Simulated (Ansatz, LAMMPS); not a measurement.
# Gap against volume in glassy 73SiO2-23BaO-4TiO2 (mol %) (72 atoms)

Density of this cell: 3.29 g/cm³. The cell holds 72 atoms: 19 Si, 6 Ba, 1 Ti and 46 O. Its edges and angles: a = 10.349 Å, b = 10.301 Å, c = 10.179 Å, α = 89.6°, β = 85.8°, γ = 88.5°. The starting structure: 72 atoms (19 Si, 6 Ba, 1 Ti, 46 O) placed at random at 3.15 g/cm³, melted at 4000 K for 10 ps at fixed volume with the Morse and Coulomb pair potential with partial charges (Pedone, Malavasi, Menziani, Cormack and Segre, J. Phys. Chem. B 110, 11780 (2006)). Quenched from 4000 K to 300 K at 8 K/ps and fixed volume, held 10 ps at zero pressure.

Calculated with Ansatz 0.2.0: Kohn-Sham DFT, PBE, PAW (set soft_2), plane waves; cutoff 420 eV, Γ point, fixed occupations. The relaxed cell was scaled evenly and the atoms were relaxed at each volume. The gap is that between the highest filled and the lowest empty Kohn-Sham level on the run's k-points.

| volume (Å³/atom) | gap (eV) |
| --- | --- |
| 13.524 | 3.066 |
| 14.125 | ? |
| 14.576 | 3.012 |
| 15.027 | 2.997 |
| 15.477 | 2.938 |
| 15.928 | 2.857 |

**Question.** Fit a straight line in ln V to the rows given and interpolate to the withheld row.

**Working.**

A volume deformation potential makes the spacing linear in u = ln(V/V0), with V0 = 15.027 Å³ the relaxed volume; v is the spacing.

```
u = ln(V/V0)  v (eV)
   -0.105361  3.0657
  -0.0304588  3.0121
           0  2.9969
   0.0295589   2.938
   0.0582690  2.8568
```

With n = 5: mean u = -0.00959830, mean v = 2.9739, Σ(u − ū)² = 0.015837, Σ(u − ū)(v − v̄) = -0.018720. Slope b = -0.018720 / 0.015837 = -1.1821; intercept a = v̄ − b ū = 2.9626.

At the withheld volume u = -0.06188, and v = a + b u.

Prediction at 14.125: 3.036 eV. The run gave 3.036 eV, so the fit is low by 1.1e-4 eV (0.0035 % of the value).

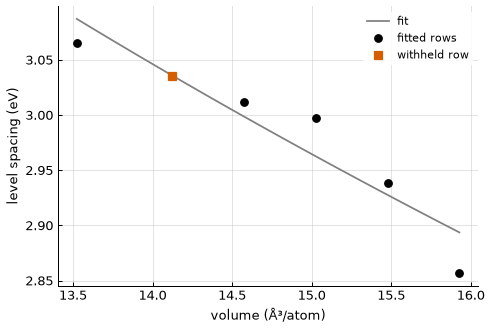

The fit, the rows that it rests on and the withheld row.

The rows follow a line only loosely (correlation 0.94 in size over all rows, under the 0.97 asked here), so the slope of -1.18 eV is a mean trend and no deformation potential. Among the rows given, the largest miss of the fit is at 15.928, by 0.037 eV (18 % of the range of the table).

Limits: The table spans 16 % in volume, wide for a linear law. Semilocal functionals tend to put gaps under measured ones. Only the Γ point is sampled. Defect or tail levels can set the spacing of a disordered cell. Spin–orbit coupling is left out, which matters for the levels of the heavy elements.

[Logs are printed without paths, hosts, clocks, repeated set-up lines and the standing remarks that a program may print on its own settings, such as how far it seeks lower states.]

[Hosts, paths, dates, database ids (printed as entryN), source tags and the programs' standing remarks are cut or masked in the printed files.]
